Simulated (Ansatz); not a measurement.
# C3H6O (acetone): a chain of runs

Aim: energy and forces (singlet C3H6O, MP2/pcseg-0), then energy and forces (triplet C3H6O, UMP2/pcseg-0), then energy and forces (singlet C3H6O, MP2/pcseg-1), then energy and gradient (triplet C3H6O, UMP2/pcseg-1), then energy and forces (singlet C3H6O, MP2/pcseg-2), then energy and forces (triplet C3H6O, UMP2/pcseg-2) of C3H6O. 

The calculation is run with Ansatz 0.2.0.

## Step 1: The system as given

C3H6O: 10 atoms, total charge 0, spin state singlet. As SMILES, `CC(C)=O`. The coordinates come from a PBE0-D4/def2-TZVP relaxation.

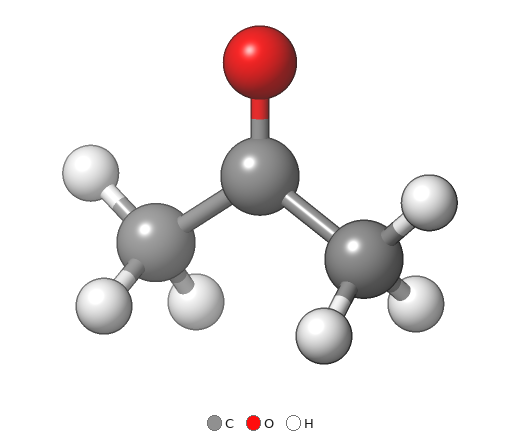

The structure, seen from a chosen angle (carbon grey, oxygen red, hydrogen white).

## Step 2: Energy and gradient at MP2/pcseg-0 (run 1)

Contents of input.yaml:

```yaml
crystal:
  periodic: [false, false, false]
  atoms:
    - {symbol: C, position_ang: [-0.763500, 0.843700, -0.605500]}
    - {symbol: C, position_ang: [0.498000, 0.046700, -0.400600]}
    - {symbol: C, position_ang: [0.525100, -0.866200, 0.797100]}
    - {symbol: O, position_ang: [1.435000, 0.134800, -1.154100]}
    - {symbol: H, position_ang: [-1.637300, 0.186500, -0.611300]}
    - {symbol: H, position_ang: [-0.898500, 1.540800, 0.227000]}
    - {symbol: H, position_ang: [-0.707800, 1.399400, -1.539600]}
    - {symbol: H, position_ang: [-0.233900, -1.646100, 0.683600]}
    - {symbol: H, position_ang: [1.506700, -1.325600, 0.895800]}
    - {symbol: H, position_ang: [0.276100, -0.314000, 1.707400]}
basis:
  gaussian:
    orbitals: pcseg-0.json
correlation:
  method: mp2
output: {forces: true, orbitals: {seedname: orbitals}}
magnetization:
  spin_polarized: false
  initial_magnetization: 0
```

The basis set pcseg-0 is read from a file made from the Basis Set Exchange's data (not shown).

Command:

```bash
$ ansatz run input.yaml --threads 1 --pin off --max-ram 2610MiB --events-out events.jsonl --progress --plain --runs-dir runs
```

Output:

```text
Warning: RAYON_NUM_THREADS=1 ignored (pool sized by the plan → 1); use --threads N
[... 10 lines left out ...]
4 core orbitals not correlated: weight in the atoms' cores, before any rotation towards them, 1.000 or more for the frozen orbitals, at most 0.000 for the correlated occupied ones
[... 3 lines left out ...]
Total energy: -5218.74517717 eV, -191.7853478683 hartree
[... 10 lines left out ...]
Dipole moment:    -0.453308    -0.042509     0.364637 e Å
```

Wall time 0.68 s (1 thread of Arm Neoverse V1, shared host); peak memory 0.093 GiB.

## Step 3: The triplet: energy and forces at UMP2/pcseg-0 (run 2)

Contents of run.yaml:

```yaml
crystal:
  periodic: [false, false, false]
  atoms:
    - symbol: C
      position_ang: [-0.763500, 0.843700, -0.605500]
    - symbol: C
      position_ang: [0.498000, 0.046700, -0.400600]
    - symbol: C
      position_ang: [0.525100, -0.866200, 0.797100]
    - symbol: O
      position_ang: [1.435000, 0.134800, -1.154100]
    - symbol: H
      position_ang: [-1.637300, 0.186500, -0.611300]
    - symbol: H
      position_ang: [-0.898500, 1.540800, 0.227000]
    - symbol: H
      position_ang: [-0.707800, 1.399400, -1.539600]
    - symbol: H
      position_ang: [-0.233900, -1.646100, 0.683600]
    - symbol: H
      position_ang: [1.506700, -1.325600, 0.895800]
    - symbol: H
      position_ang: [0.276100, -0.314000, 1.707400]
basis:
  gaussian:
    orbitals: pcseg-0.json
magnetization:
  spin_polarized: true
  initial_magnetization: 2
correlation:
  method: mp2
output: {forces: true}
```

The basis set pcseg-0 is read from a file made from the Basis Set Exchange's data (not shown).

Command:

```bash
$ ansatz run run.yaml --threads 1 --pin off --max-ram 2610MiB --events-out events.jsonl --progress --plain --runs-dir runs
```

Output:

```text
Warning: RAYON_NUM_THREADS=1 ignored (pool sized by the plan → 1); use --threads N
[... 10 lines left out ...]
4 core orbitals not correlated: weight in the atoms' cores, before any rotation towards them, 1.000 or more for the frozen orbitals, at most 0.000 for the correlated occupied ones
[... 3 lines left out ...]
Total energy: -5214.35288182 eV, -191.6239339916 hartree
[... 10 lines left out ...]
Dipole moment:    -0.276195    -0.025936     0.222165 e Å
```

Run time: 1.1 s. Hardware: 1 thread of Arm Neoverse V1, shared host; peak memory 0.1 GiB.

## Step 4: Energy and gradient at MP2/pcseg-1 (run 3)

Contents of job.yaml:

```yaml
crystal:
  periodic: [false, false, false]
  atoms:
    - {symbol: C, position_ang: [-0.763500, 0.843700, -0.605500]}
    - {symbol: C, position_ang: [0.498000, 0.046700, -0.400600]}
    - {symbol: C, position_ang: [0.525100, -0.866200, 0.797100]}
    - {symbol: O, position_ang: [1.435000, 0.134800, -1.154100]}
    - {symbol: H, position_ang: [-1.637300, 0.186500, -0.611300]}
    - {symbol: H, position_ang: [-0.898500, 1.540800, 0.227000]}
    - {symbol: H, position_ang: [-0.707800, 1.399400, -1.539600]}
    - {symbol: H, position_ang: [-0.233900, -1.646100, 0.683600]}
    - {symbol: H, position_ang: [1.506700, -1.325600, 0.895800]}
    - {symbol: H, position_ang: [0.276100, -0.314000, 1.707400]}
basis:
  gaussian:
    orbitals: pcseg-1.json
correlation:
  method: mp2
output: {forces: true, orbitals: {seedname: orbitals}}
```

The basis set pcseg-1 is read from a file made from the Basis Set Exchange's data (not shown).

Command:

```bash
$ ansatz run job.yaml --threads 1 --pin off --max-ram 2610MiB --events-out events.jsonl --progress --plain --runs-dir runs
```

Output:

```text
Warning: RAYON_NUM_THREADS=1 ignored (pool sized by the plan → 1); use --threads N
[... 10 lines left out ...]
4 core orbitals not correlated: weight in the atoms' cores, before any rotation towards them, 1.000 or more for the frozen orbitals, at most 0.000 for the correlated occupied ones
[... 3 lines left out ...]
Total energy: -5238.50926128 eV, -192.5116645628 hartree
[... 10 lines left out ...]
Dipole moment:    -0.460459    -0.043208     0.370365 e Å
```

It took 2.4 s on 1 thread of Arm Neoverse V1, shared host; peak memory 0.16 GiB.

## Step 5: The triplet: energy and gradient at UMP2/pcseg-1 (run 4)

Contents of in.yaml:

```yaml
crystal:
  periodic: [false, false, false]
  atoms:
    - {symbol: C, position_ang: [-0.763500, 0.843700, -0.605500]}
    - {symbol: C, position_ang: [0.498000, 0.046700, -0.400600]}
    - {symbol: C, position_ang: [0.525100, -0.866200, 0.797100]}
    - {symbol: O, position_ang: [1.435000, 0.134800, -1.154100]}
    - {symbol: H, position_ang: [-1.637300, 0.186500, -0.611300]}
    - {symbol: H, position_ang: [-0.898500, 1.540800, 0.227000]}
    - {symbol: H, position_ang: [-0.707800, 1.399400, -1.539600]}
    - {symbol: H, position_ang: [-0.233900, -1.646100, 0.683600]}
    - {symbol: H, position_ang: [1.506700, -1.325600, 0.895800]}
    - {symbol: H, position_ang: [0.276100, -0.314000, 1.707400]}
basis:
  gaussian: {orbitals: pcseg-1.json}
total_charge: 0
magnetization: {spin_polarized: true, initial_magnetization: 2}
correlation: {method: mp2}
output: {forces: true}
```

The basis set pcseg-1 is read from a file made from the Basis Set Exchange's data (not shown).

Command:

```bash
$ ansatz run in.yaml --threads 1 --pin off --max-ram 2610MiB --events-out events.jsonl --progress --plain --runs-dir runs
```

Output:

```text
Warning: RAYON_NUM_THREADS=1 ignored (pool sized by the plan → 1); use --threads N
[... 11 lines left out ...]
4 core orbitals not correlated: weight in the atoms' cores, before any rotation towards them, 1.000 or more for the frozen orbitals, at most 0.000 for the correlated occupied ones
[... 3 lines left out ...]
Total energy: -5233.85212471 eV, -192.3405179507 hartree
[... 10 lines left out ...]
Dipole moment:    -0.245345    -0.023059     0.197340 e Å
```

Wall time 4.5 s (1 thread of Arm Neoverse V1, shared host); peak memory 0.21 GiB.

## Step 6: Energy and forces at MP2/pcseg-2 (run 5)

in.yaml, as its differences from that of step 5:

```diff
@@ -14,6 +14,4 @@
 basis:
-  gaussian: {orbitals: pcseg-1.json}
-total_charge: 0
-magnetization: {spin_polarized: true, initial_magnetization: 2}
+  gaussian: {orbitals: pcseg-2}
 correlation: {method: mp2}
-output: {forces: true}
+output: {forces: true, orbitals: {seedname: orbitals}}
```

Command:

```bash
$ ansatz run in.yaml --threads 1 --pin off --max-ram 2610MiB --events-out events.jsonl --progress --plain --runs-dir runs
```

Output:

```text
Warning: RAYON_NUM_THREADS=1 ignored (pool sized by the plan → 1); use --threads N
[... 10 lines left out ...]
4 core orbitals not correlated: weight in the atoms' cores, before any rotation towards them, 1.000 or more for the frozen orbitals, at most 0.000 for the correlated occupied ones
[... 3 lines left out ...]
Total energy: -5245.27772588 eV, -192.7604010490 hartree
[... 10 lines left out ...]
Dipole moment:    -0.471240    -0.044246     0.379020 e Å
```

Wall time 15 s (1 thread of Arm Neoverse V1, shared host); peak memory 0.54 GiB.

## Step 7: The triplet: energy and forces at UMP2/pcseg-2 (run 6)

job.yaml, as its differences from that of step 4:

```diff
@@ -15,5 +15,8 @@
   gaussian:
-    orbitals: pcseg-1.json
+    orbitals: pcseg-2
+magnetization:
+  spin_polarized: true
+  initial_magnetization: 2
 correlation:
   method: mp2
-output: {forces: true, orbitals: {seedname: orbitals}}
+output: {forces: true}
```

Command:

```bash
$ ansatz run job.yaml --threads 1 --pin off --max-ram 2610MiB --events-out events.jsonl --progress --plain --runs-dir runs
```

Output:

```text
Warning: RAYON_NUM_THREADS=1 ignored (pool sized by the plan → 1); use --threads N
[... 11 lines left out ...]
4 core orbitals not correlated: weight in the atoms' cores, before any rotation towards them, 1.000 or more for the frozen orbitals, at most 0.000 for the correlated occupied ones
[... 3 lines left out ...]
Total energy: -5240.64443410 eV, -192.5901307168 hartree
[... 10 lines left out ...]
Dipole moment:    -0.234770    -0.022072     0.188831 e Å
```

Wall time 30 s (1 thread of Arm Neoverse V1, shared host); peak memory 0.58 GiB.

## Step 8: Summary of results

| quantity | value |
| --- | --- |
| run 1, MP2/pcseg-0: total energy | -191.78535 Eh |
| run 1, MP2/pcseg-0: dipole moment (correlated density) | 2.80 D |
| run 1, MP2/pcseg-0: HOMO energy (Hartree–Fock orbitals) | -11.27 eV |
| run 1, MP2/pcseg-0: LUMO energy (Hartree–Fock orbitals) | 4.06 eV |
| run 1, MP2/pcseg-0: HOMO–LUMO gap (Hartree–Fock orbitals) | 15.33 eV |
| run 1, MP2/pcseg-0: correlation energy (4 core orbitals frozen) | -402.4 mEh |
| run 1, MP2/pcseg-0: largest force on an atom | 4.641 eV/Å |
| triplet, run 2: total energy | -191.62393 Eh |
| triplet, run 2: dipole moment (correlated density) | 1.71 D |
| triplet, run 2: correlation energy (4 core orbitals frozen) | -348.5 mEh |
| triplet, run 2: ⟨S²⟩ of the reference determinant | 2.011 |
| triplet, run 2: largest force on an atom | 11.281 eV/Å |
| run 3, MP2/pcseg-1: total energy | -192.51166 Eh |
| run 3, MP2/pcseg-1: dipole moment (correlated density) | 2.85 D |
| run 3, MP2/pcseg-1: HOMO energy (Hartree–Fock orbitals) | -11.33 eV |
| run 3, MP2/pcseg-1: LUMO energy (Hartree–Fock orbitals) | 3.92 eV |
| run 3, MP2/pcseg-1: HOMO–LUMO gap (Hartree–Fock orbitals) | 15.25 eV |
| run 3, MP2/pcseg-1: correlation energy (4 core orbitals frozen) | -600.3 mEh |
| run 3, MP2/pcseg-1: largest force on an atom | 1.544 eV/Å |
| triplet, run 4: total energy | -192.34052 Eh |
| triplet, run 4: dipole moment (correlated density) | 1.52 D |
| triplet, run 4: correlation energy (4 core orbitals frozen) | -548.7 mEh |
| triplet, run 4: ⟨S²⟩ of the reference determinant | 2.017 |
| triplet, run 4: largest force on an atom | 8.601 eV/Å |
| run 5, MP2/pcseg-2: total energy | -192.76040 Eh |
| run 5, MP2/pcseg-2: dipole moment (correlated density) | 2.91 D |
| vertical energy of the triplet above the singlet, MP2/pcseg-0 | 4.392 eV |
| vertical energy of the triplet above the singlet, MP2/pcseg-1 | 4.657 eV |
| vertical energy of the triplet above the singlet, MP2/pcseg-2 | 4.633 eV |

What this shows: At MP2/pcseg-0: at this shape the triplet lies 4.39 eV (101 kcal/mol) above the singlet. The largest force (run 5, MP2/pcseg-2) is 0.97 eV/Å: the shape isn't a stationary point for this species at this level. The largest force (run 3, MP2/pcseg-1) is 1.54 eV/Å: the shape isn't a stationary point for this species at this level. The largest force (run 1, MP2/pcseg-0) is 4.64 eV/Å: the shape isn't a stationary point for this species at this level. At MP2/pcseg-1: at this shape the triplet lies 4.66 eV (449 kJ/mol) above the singlet. At MP2/pcseg-2: at this shape the triplet lies 4.63 eV (107 kcal/mol) above the singlet.
